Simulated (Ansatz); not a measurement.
Consider HPt4 (slab).

Input

```
crystal:
  lattice:
    - [2.7531922017, 0.0, 0.0]
    - [-1.3765961009, 2.3843343882, 0.0]
    - [0.0, 0.0, 25.743916058]
  atoms:
    - { symbol: Pt, position: [0.6666666667, 0.3333333333, 0.3301750977] }
    - { symbol: Pt, position: [0.3333333333, 0.6666666667, 0.4174956131] }
    - { symbol: Pt, position: [0.0, 0.0, 0.5038793259] }
    - { symbol: Pt, position: [0.6666666667, 0.3333333333, 0.5913565498] }
    - { symbol: H, position: [0.3333333333, 0.6666666667, 0.611555497] }
basis:
  ecutwfc: 420
kpoints:
  mp_grid: { grid: [12, 12, 1] }
hamiltonian:
  xc: lda
scf:
  occupations: { method: gaussian, width: 0.1 }
output:
  forces: true
  eigenvalues: true
  write_density: true
  write_potential: true
  elf: true
  volumetric_format: npy
relax:
  adjacent_minimum: "off"
  f_tol: 0.03
  max_steps: 70
  constraints: [{ sites: [0, 1] }]
efield:
  axis: 3
  dipole_correction: true
```

Launched as:

```sh
ansatz run input.yaml --threads 1 --pin off --max-ram 2560MiB --backend cpu --events-out ev --progress --plain --runs-dir out
```

The fields are those of the relaxed geometry.

Computed without spin polarisation.

All numbers below come from DFT LDA, scalar-relativistic, plane waves, PAW (Ansatz 0.2.0).

What can the converged valence pseudo-density and electron localisation function tell about the bonding?

Answer. Pt–H (1.84 Å): ρ at the midpoint is about 1.2 e/Å³; the ELF climbs to about 1 towards the hydrogen.
Pt–Pt (2.75 Å): ρ is about 0.39 e/Å³ halfway; the ELF is about 0.30 at the midpoint: no shared electron pair shows on this line.
Pt–Pt (2.81 Å): ρ at the midpoint is about 0.35 e/Å³; the ELF is about 0.25 at the midpoint: no localised pair shows between them.

Does the calculation give a band gap?

Answer. It is gapless in this calculation (a metal or semimetal).

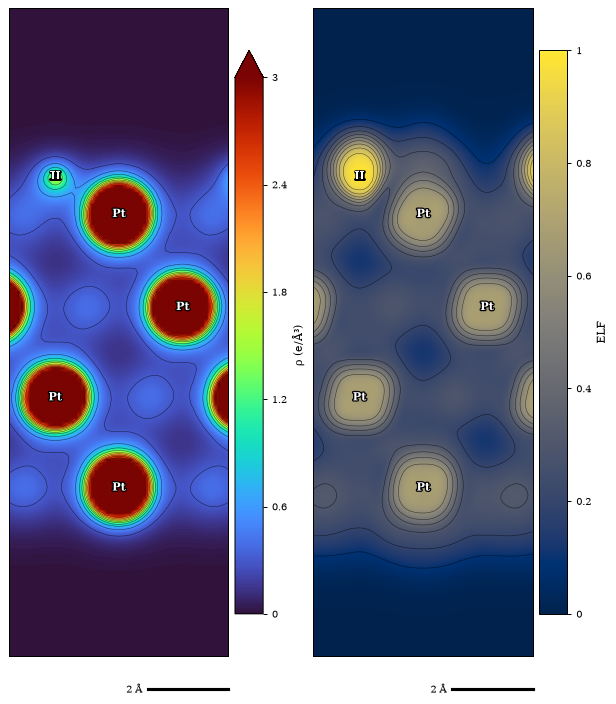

Computed valence pseudo-density and electron localisation function on the (110) plane of the calculation cell, a cut from vacuum to vacuum, in this order. 

The density is the valence pseudo-density of a PAW calculation; it isn't the true density close to the nuclei.
